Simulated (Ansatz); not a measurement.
Run report: Al, geometry relaxation (part 1 of 2)

The run: geometry relaxation of Al (slab, 12 atoms in the cell). Method and program: DFT PBE, scalar-relativistic, plane waves, PAW, no spin polarisation (Ansatz 0.2.0).

The structure derives from an entry of the Crystallography Open Database. The input holds or restrains some coordinates. Forces given for the steps count only the free coordinates. It belongs to a series of runs on one base structure; here: clean slab, lower half held. Figures and captions count atoms from 1; the log counts them from 0 in places.

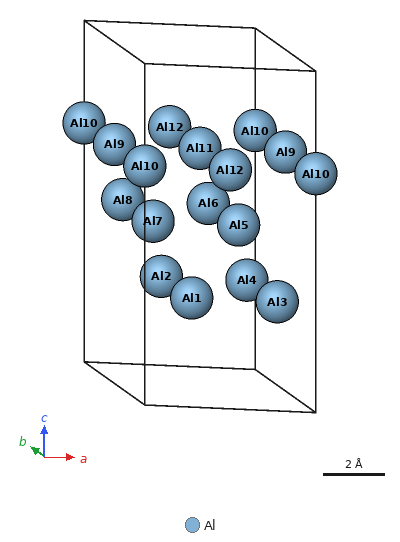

The starting structure (spheres-only view of the cell of the calculation, with the vacuum cut short, seen slightly off an axis; atoms are numbered from 1 in the order of the input). An atom can appear more than once, as a periodic image.

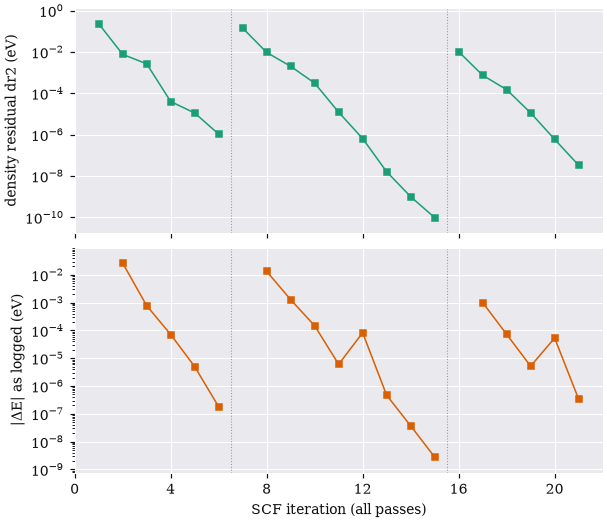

Convergence of the self-consistent field: density residual dr2 and size of the energy change against the SCF iteration. The dotted lines part the SCF passes of the relaxation: geometry steps, rejected trials and re-solves on a re-selected basis. The passes take 6, 9 and 6 iterations.

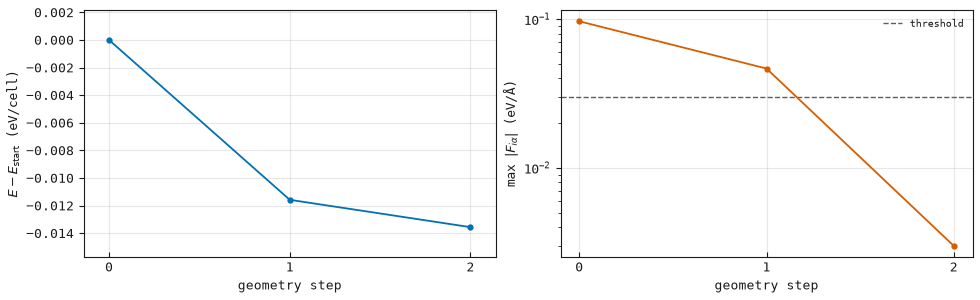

Progress of the restrained relaxation, step by step (the first geometry is step 0 here and step 1 in the log).

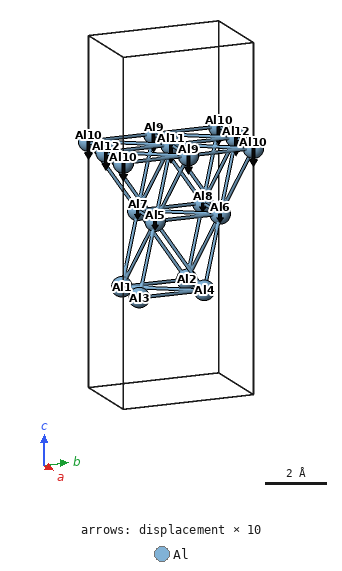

The starting structure with the displacements as black arrows, magnified 10 times (ball-and-stick view of the cell of the calculation, with the vacuum cut short, seen slightly off an axis). The largest moves, 0.064 Å, are those of Al9, Al10, Al11 and Al12. The cell doesn't change. Among the contacts that change: Al1–Al5 2.857 → 2.831 Å. Over 2 geometry steps the energy falls by 13.6 meV per cell of the calculation. The largest force component goes from 0.097 to 0.003 eV/Å. (Atoms are counted from 1 in the order of the input.)

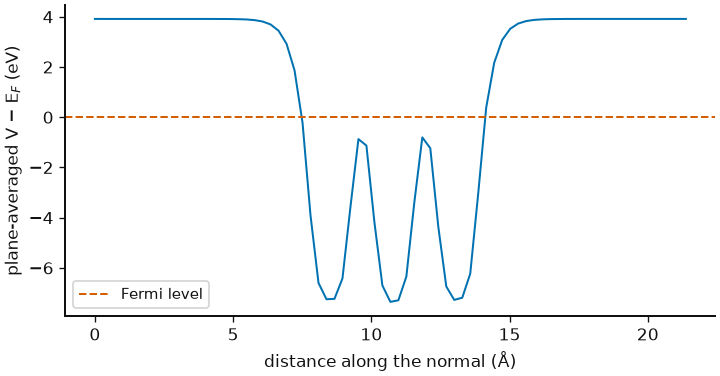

Plane average of the electrostatic potential energy of an electron across the cell, from the Fermi level. The vacuum level lies 3.92 eV above the Fermi level.

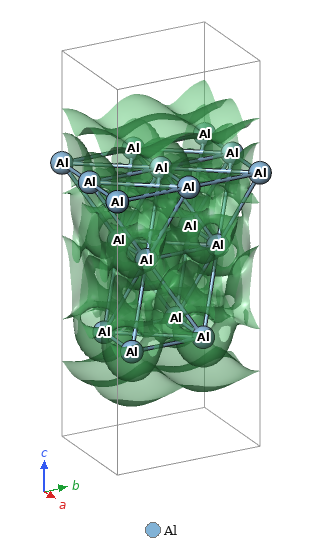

Isosurface of the electron localisation function at 0.55 (green), seen slightly off an axis. Only the valence region is drawn (cores and ρ < 0.01 e/Å³ removed). Sticks mark near contacts. The ELF exceeds this value in sheets that run through the cell in two directions, counted in one cell of 12 atoms.  Values along the shortest contacts: Al–Al (2.83 Å): the ELF peaks at about 0.65 between the atoms. The fields are those of the smooth PAW valence density.

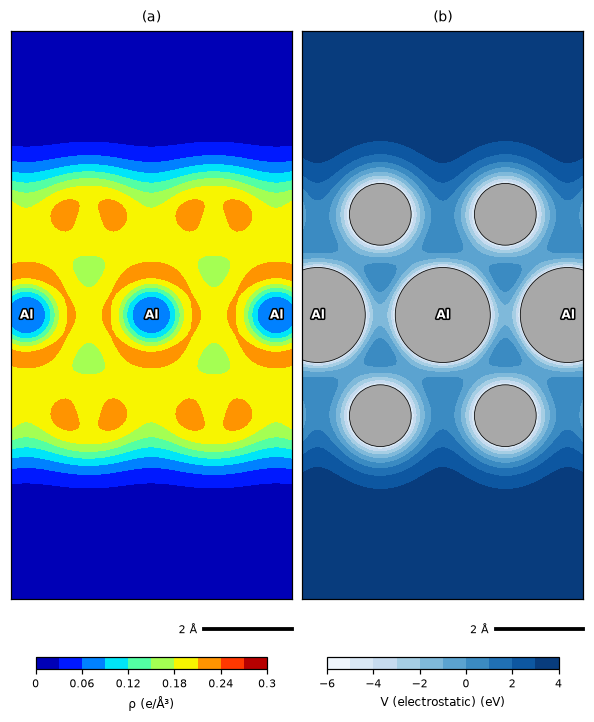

(a) valence pseudo-density; (b) electrostatic potential (local pseudopotential plus Hartree) felt by an electron on the (100) plane of the calculation cell, a cut from vacuum to vacuum. Grey discs, where drawn, cover atomic cores. The section cuts through Al sites. Al–Al (2.86 Å): ρ at the midpoint is about 0.2 e/Å³. The density dies away to nearly zero in the vacuum.

The input and output of the run follow.

### The input
```yaml
crystal:
  lattice:
    - [5.714302768, 0.0, 0.0]
    - [-2.857151384, 4.948731362, 0.0]
    - [0.0, 0.0, 21.6657086725]
  atoms:
    - { symbol: Al, position: [0.3333333333, 0.1666666667, 0.392325039] }
    - { symbol: Al, position: [0.3333333333, 0.6666666667, 0.392325039] }
    - { symbol: Al, position: [0.8333333333, 0.1666666667, 0.392325039] }
    - { symbol: Al, position: [0.8333333333, 0.6666666667, 0.392325039] }
    - { symbol: Al, position: [0.6666666667, 0.3333333333, 0.5] }
    - { symbol: Al, position: [0.6666666667, 0.8333333333, 0.5] }
    - { symbol: Al, position: [0.1666666667, 0.3333333333, 0.5] }
    - { symbol: Al, position: [0.1666666667, 0.8333333333, 0.5] }
    - { symbol: Al, position: [0.0, 0.5, 0.607674961] }
    - { symbol: Al, position: [0.0, 0.0, 0.607674961] }
    - { symbol: Al, position: [0.5, 0.5, 0.607674961] }
    - { symbol: Al, position: [0.5, 0.0, 0.607674961] }
basis:
  ecutwfc: 420
kpoints:
  mp_grid: { grid: [6, 6, 1] }
hamiltonian:
  xc: pbe
scf:
  occupations: { method: gaussian, width: 0.1 }
output:
  forces: true
  eigenvalues: true
  write_density: true
  write_potential: true
  elf: true
  volumetric_format: npy
relax:
  adjacent_minimum: "off"
  f_tol: 0.03
  max_steps: 70
  constraints: [{ sites: [0, 1, 2, 3] }]
efield:
  axis: 3
  dipole_correction: true
  ramp_width: 0.04
```

Command:
```bash
ansatz run input.yaml --threads 4 --pin off --max-ram 10240MiB --backend cpu --events-out ev --progress --plain --runs-dir out
```

### Log
```
Engine: ansatz 0.2.0, aarch64-unknown-linux-gnu
Pseudopotentials: kind: paw
Pseudopotential: Al, paw, valence charge 3, recommended cutoff 420 eV (normal), Al.paw.azcp
Functional definition: PBE
  parameter kappa = 0.804
  parameter beta = 0.06672455060314922
  exchange = pbe_x(kappa = kappa, mu = beta*pi^2/3)
  correlation = pbe_c(beta = beta)
Crystal: 12 atoms, lattice volume = 612.675 Å³
Basis set: ecut = 420 eV, 12037 PW (Γ), exchange–correlation on 80×80×300 points (8 copies of the dense FFT grid, shifted against one another)
Bands: 30, of which v1, the nominal top of the filled ones, is band 18 counted from 1 (17 counted from 0)
Symmetry: 24 space group operations
k-points: 7 of 36 (time reversal used)
Non-local potential: Al, projectors of the file, l = 0: 2, l = 1: 2, l = 2: 1
PAW form: soft (Blöchl's): semilocal exchange-correlation on the pseudo side does not see the compensation charge
PAW one-centre angular grid: Al, 110 points (default); XC on 64 Gauss nodes
Initial density: superposition of atomic densities (neutral atoms: chi_scale 0, normalization atom), corrected by the library's trained network
Initial wavefunctions: pseudopotential atomic-orbital guess
Functional: x = pbe(κ = 0.804, μ = 0.2195149727645171), c = pbe(β = 0.06672455060314922)
SCF iter   1: F=—  HF=-6447.214285 eV  |F-HF|=—  |Δ(HF+E_count)|=         —  Δρ=1.82e-3  dr2=2.31e-1  ethr=1.77e-3  p=0.000 e·Å  D=1.49e-14 V/Å  ΔV_dip=-0.00 eV  dr2_dipole=1.27e-6  V_vac-E_F(+/−)=4.03/4.03 eV  ⟨swp⟩=11.7  Hψ=1374  notcnv=0
efield: sawtooth ramp at fractional position 0.9800 (placed from the atoms, in the widest stretch of the axis that holds none; the zero of the levels goes with the place), width 0.0400; the density the first Hamiltonian is built on has a dipole p = 0.000 e·Å; the dipole correction subtracts the counter field D = 1.49e-14 V/Å, which shifts the + side's vacuum level by -0.00 eV against the − side's; the planar-averaged density in the ramp window peaks in size at 7.5e-6 e/Å³
preconditioner: auto → LDOS  [metal: Δε(μ)=0.059 eV  Ē_g=6.098 eV  σ=0.100 eV  W_gap=0.32  n_scr=52 (ndim 8)  ℏωp=9.0 eV  f_vac=0.546  D(μ)=6.92/eV (n_scr^D=38)  β→1.0]
SCF iter   2: F=—  HF=-6447.187958 eV  |F-HF|=—  |Δ(HF+E_count)|=   2.63e-2  Δρ=7.95e-4  dr2=7.59e-3  ethr=6.41e-4  p=0.000 e·Å  D=7.78e-5 V/Å  ΔV_dip=-0.00 eV  dr2_dipole=4.09e-7  V_vac-E_F(+/−)=3.90/3.90 eV  ⟨swp⟩=2.0  Hψ=292  notcnv=0  defer=8
SCF iter   3: F=—  HF=-6447.188735 eV  |F-HF|=—  |Δ(HF+E_count)|=   7.77e-4  Δρ=2.55e-4  dr2=2.66e-3  ethr=2.11e-5  p=-0.000 e·Å  D=-1.20e-5 V/Å  ΔV_dip=0.00 eV  dr2_dipole=1.14e-6  V_vac-E_F(+/−)=3.91/3.91 eV  ⟨swp⟩=2.1  Hψ=310  notcnv=0  defer=8
SCF iter   4: F=—  HF=-6447.188664 eV  |F-HF|=—  |Δ(HF+E_count)|=   7.13e-5  Δρ=4.55e-5  dr2=3.98e-5  ethr=7.40e-6  p=0.000 e·Å  D=2.70e-6 V/Å  ΔV_dip=-0.00 eV  dr2_dipole=2.63e-8  V_vac-E_F(+/−)=3.89/3.89 eV  ⟨swp⟩=2.0  Hψ=249  notcnv=0  defer=8
iter 5 did not close the SCF: its close was put off for the readings that it lacked (scf_convergence_deferred on its scf_iter line)
SCF iter   5: F=-6447.188650 eV  HF=-6447.188659 eV  |F-HF|=8.88e-6  |Δ(HF+E_count)|=   5.00e-6  Δρ=1.43e-5  dr2=1.11e-5  ethr=1.11e-7  p=0.000 e·Å  D=6.48e-6 V/Å  ΔV_dip=-0.00 eV  dr2_dipole=3.76e-8  V_vac-E_F(+/−)=3.90/3.90 eV  ⟨swp⟩=3.3  Hψ=408  notcnv=0  defer=11
SCF iter   6: F=-6447.188658 eV  HF=-6447.188658 eV  |F-HF|=5.63e-7  |Δ(HF+E_count)|=   1.79e-7  Δρ=4.87e-6  dr2=1.06e-6  ethr=3.08e-8  p=-0.000 e·Å  D=-3.78e-6 V/Å  ΔV_dip=0.00 eV  dr2_dipole=1.45e-9  V_vac-E_F(+/−)=3.89/3.89 eV  ⟨swp⟩=30.3  Hψ=2250  notcnv=0
SCF 1 converged in 6 iterations: F = -6447.188658 eV  dr2 = 1.06e-6
  greatest PAW one-centre occupation: 0.464 electrons in one spin orbital (limit 2), on the Al atom at site 11 (counted from 0), in its partial waves of l = 0
relax step   1: F+E_penalty+E_count = -6447.18865791 eV  Δ(F+E_penalty+E_count) = +0.000e0 eV  max|allowed force component| = 9.699e-2 eV/Å  Δτ_max = 0.0000 Å  (6 SCF iters, dr2 threshold 2.25e-5 eV, accepted)
Initial density: handed on by an earlier stage of this run
Initial wavefunctions: those handed on with the density
iter 1 solved again at ethr=4.09e-4 eV; its pass at ethr=3.10e-3 eV (dr2=1.47e-1 eV) is discarded
```
